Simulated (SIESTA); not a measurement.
# Energy of Au along an even scaling of the cell

System: Au (1 atom in the cell).
Method: Kohn-Sham DFT of a periodic cell, PBEsol, PseudoDojo 0.4 standard, converted to PSML, no spin polarisation (SIESTA 5.4.2).

The 7 runs differ only in the geometry, by an even scaling of the cell at fixed fractional positions. The structure derives from a Materials Project entry.

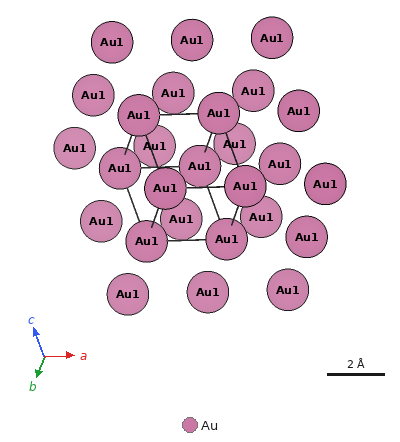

Figure 1. The structure of run 4 (spheres-only view of the cell of the calculation, repeated 2 × 2 × 2, seen at an oblique angle; atoms are numbered from 1 in the order of the input). An atom can appear more than once, as a periodic image.

## Input of run 4
```
SystemName                      Au
SystemLabel                     Au
NumberOfSpecies                 1
NumberOfAtoms                   1
%block ChemicalSpeciesLabel
  1  79 Au
%endblock ChemicalSpeciesLabel

LatticeConstant                 1.0 Ang
%block LatticeVectors
    -1.6572690000     1.6572690000     1.6572690000
     1.6572690000    -1.6572690000     1.6572690000
     1.6572690000     1.6572690000    -1.6572690000
%endblock LatticeVectors
AtomicCoordinatesFormat         Fractional
%block AtomicCoordinatesAndAtomicSpecies
     0.0000000000     0.0000000000     0.0000000000  1  Au
%endblock AtomicCoordinatesAndAtomicSpecies

%block kgrid.MonkhorstPack
   11   0   0  0.0
    0  11   0  0.0
    0   0  11  0.0
%endblock kgrid.MonkhorstPack
XC.Functional                   GGA
XC.Authors                      PBEsol
PAO.BasisSize                   DZP
PAO.EnergyShift                 0.003 Ry
Mesh.Cutoff                     800 Ry
OccupationFunction              FD
ElectronicTemperature           0.05 eV
MaxSCFIterations                120
SCF.MustConverge                false
SCF.Mixer.Method                Pulay
SCF.Mixer.Weight                0.25
SCF.Mixer.History               8
SCF.DM.Tolerance                5.0e-05
SCF.H.Tolerance                 1.0e-03 eV
WriteForces                     true
Charge.Mulliken                 end
%block PAO.Basis
  Au 5
  n=5 0 2
    2.662 0.000
  n=6 0 2
    6.968 0.000
  n=5 1 2
    3.170 0.000
  n=6 1 1
    6.968
  n=5 2 2
    5.436 0.000
%endblock PAO.Basis
```

Command:
```bash
siesta < Au.fdf > Au.out 2>&1
```

Run 3 differs from it as follows:
```diff
-    -1.6572690000     1.6572690000     1.6572690000
-     1.6572690000    -1.6572690000     1.6572690000
-     1.6572690000     1.6572690000    -1.6572690000
+    -1.6461460541     1.6461460541     1.6461460541
+     1.6461460541    -1.6461460541     1.6461460541
+     1.6461460541     1.6461460541    -1.6461460541
```

## Results, with one run withheld

```csv
run,volume per atom (Å³),"free energy per atom, from the lowest run given (meV)",pressure (GPa)
1,17.115,0.00,1.19
2,17.479,1.51,−2.39
3,17.843,?,?
4,18.207,25.71,−7.98
5,18.571,46.92,−10.53
6,18.935,73.29,−12.61
7,19.299,103.90,−14.30
```

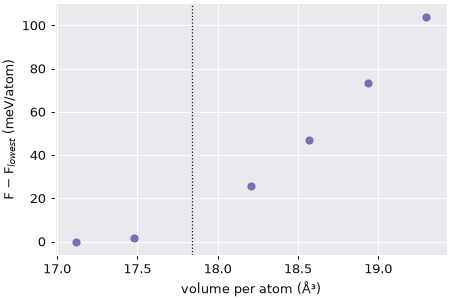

Figure 2. Free energy per atom of the runs given; the dotted line marks run 3.

Estimate the energy of run 3 from the others.

A cubic polynomial in V^(−2/3) (the Birch–Murnaghan form), fitted to the 6 runs given, misses them by at most 0.08 meV per atom. With x = V^(−2/3) − 0.14431 Å⁻², it reads F = 27.519 − 9879.6 x + 8.575e+05 x² + 3.0179e+06 x³ (meV per atom). At run 3 it gives 10.34 meV per atom, and the run itself gives 10.44. The slope of the fit gives a pressure −dF/dV of −5.41 GPa there, and the run prints −5.39 GPa. The fit has its minimum at 17.230 Å³ per atom, where V d²F/dV² gives 169 GPa: the bulk modulus at this level, since symmetry fixes the shape and the positions.

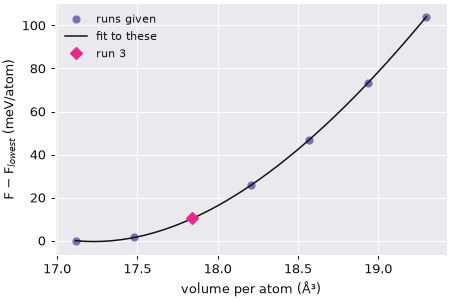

Figure 3. The fit and the withheld run.

## Some lines of the output (run 3)
```
[...]
outcell: Cell volume (Ang**3)        :     17.8429
stepf: Fermi-Dirac step function
siesta: Etot    =     -4009.400267
siesta: FreeEng =     -4009.405977
        iscf     Eharris(eV)        E_KS(eV)     FreeEng(eV)     dDmax    Ef(eV) dHmax(eV)
siesta: E_KS(eV) =            -4011.0664
siesta: E_KS - E_eggbox =     -4011.0664
siesta: Etot    =     -4011.066388
siesta: FreeEng =     -4011.072049
siesta:         Fermi =      -2.861796
siesta: Cell volume =         17.842885 Ang**3
    Orbital volume contribution        =           0.805593 eV
```

Notes: Points of doubt noted for this run: mulliken charges of long orbitals. Spin–orbit coupling is left out, which matters for Au. With a small basis of atomic orbitals these values can differ much from converged plane-wave results.
